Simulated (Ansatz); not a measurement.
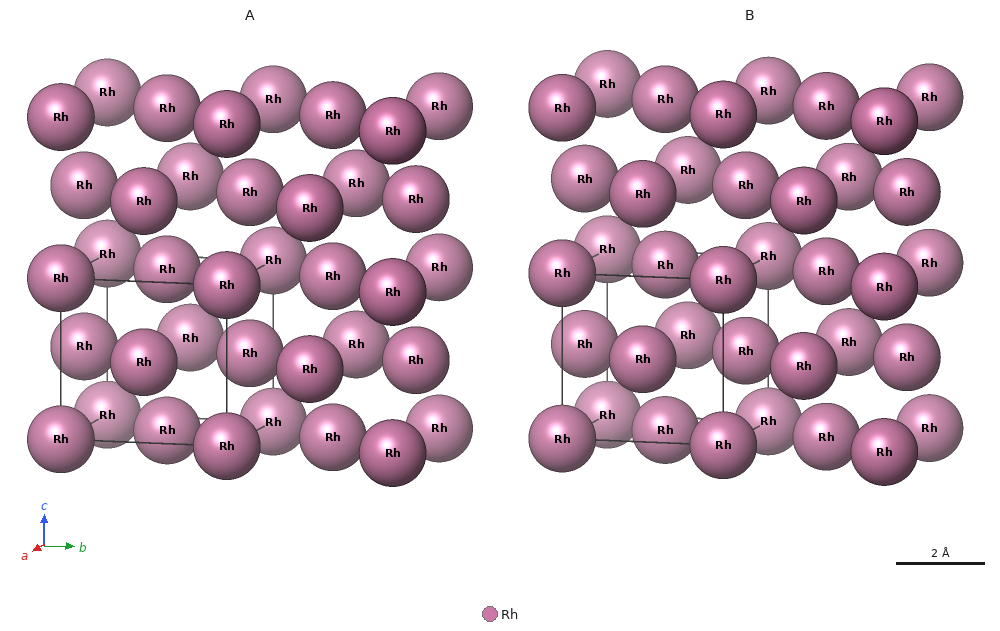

Two geometries of solid Rh (set up in Fm-3m): one is the relaxed structure, the other was perturbed away from it. Style: spheres-only. Shown: the conventional cell (2 times the calculation's cell), repeated 1 × 2 × 2 with one cell outlined, slightly off an axis. Lengths and directions refer to the drawn axes.

All numbers below come from DFT PBE, scalar-relativistic, plane waves, PAW (Ansatz 0.2.0). Set-up: plane-wave cutoff 420 eV; k-point mesh 20 × 20 × 14; occupations gaussian; smearing width 0.1 eV; no spin polarisation.

> Which one is perturbed?

Structure A is the perturbed one. Biaxial strain in the a–b plane, +3.0 %, is applied. The c axis and the atoms are relaxed. Cell: a = b 3.830 → 3.945 Å (+3.0 %), c 3.830 → 3.731 Å (−2.6 %). Volume +3.4 %. The atoms keep their places relative to the cell (all moves are under 0.005 Å). Among the bonded contacts that change: Rh–Rh 2.708 → 2.715 to 2.789 Å. The space group (tolerance 0.01 Å) goes from Fm-3m (No. 225) to I4/mmm (No. 139). The energy rises by 31.6 meV per atom. Pressure: 0.0 GPa before, −7.4 GPa after. The principal stresses (compression positive) are 0.0 GPa along c and −11.0 GPa across it.
